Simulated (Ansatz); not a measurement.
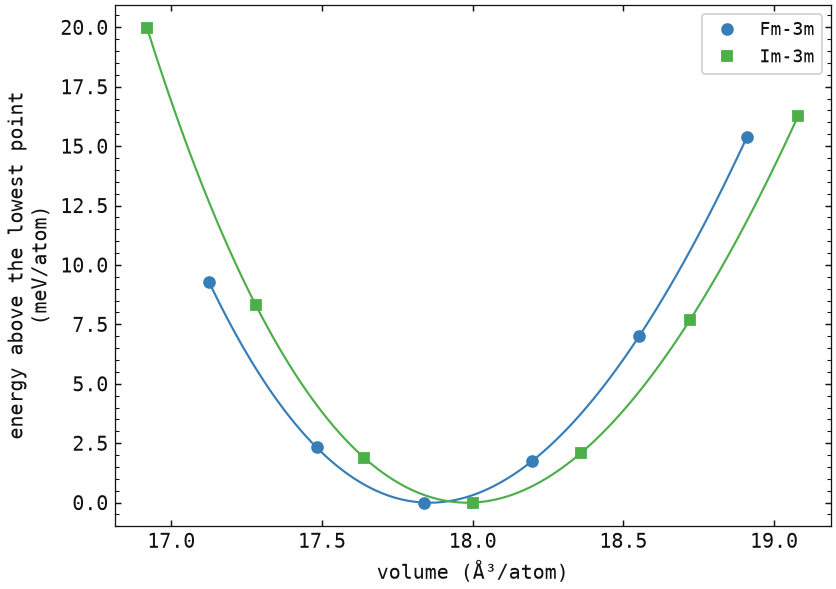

How it was computed, with Ansatz 0.2.0 development build: equation of state of a cubic crystal from periodic Kohn-Sham density functional theory without spin, third-order Birch-Murnaghan fit to the free energies; pressure corrected for the finite basis. Level: PBE.

| setting | value |
| --- | --- |
| atoms in cell | 1 |
| k mesh | 23×23×23 |
| occupation method | Fermi–Dirac |
| occupation width | 0.06123 eV |
| wave cutoff | 420 eV |
| datasets | soft-1 PAW |
| density tolerance | 1e−07 eV |
| bands | 14 |
| density cutoff ratio | 4 |
| search for lower states | default |

**Figure.** Energy above the lowest point against volume, with one curve for each structure, for Ag. Each energy curve has its own zero, so the curves don't rank the structures.

Settings that differ: Fm-3m: lattice centring face-centred primitive, space group number 225, structure type fcc; Im-3m: lattice centring body-centred primitive, space group number 229, structure type bcc.

The fitted equilibrium volumes, smallest first, are Fm-3m 17.86, Im-3m 17.98 Å³/atom. The fitted bulk moduli, smallest first, are Im-3m 88.9, Fm-3m 90.4 GPa.

Keep in mind: cubic model structure, not the ambient form (Im-3m); modest k-mesh, values are not fully converged in k (Im-3m).
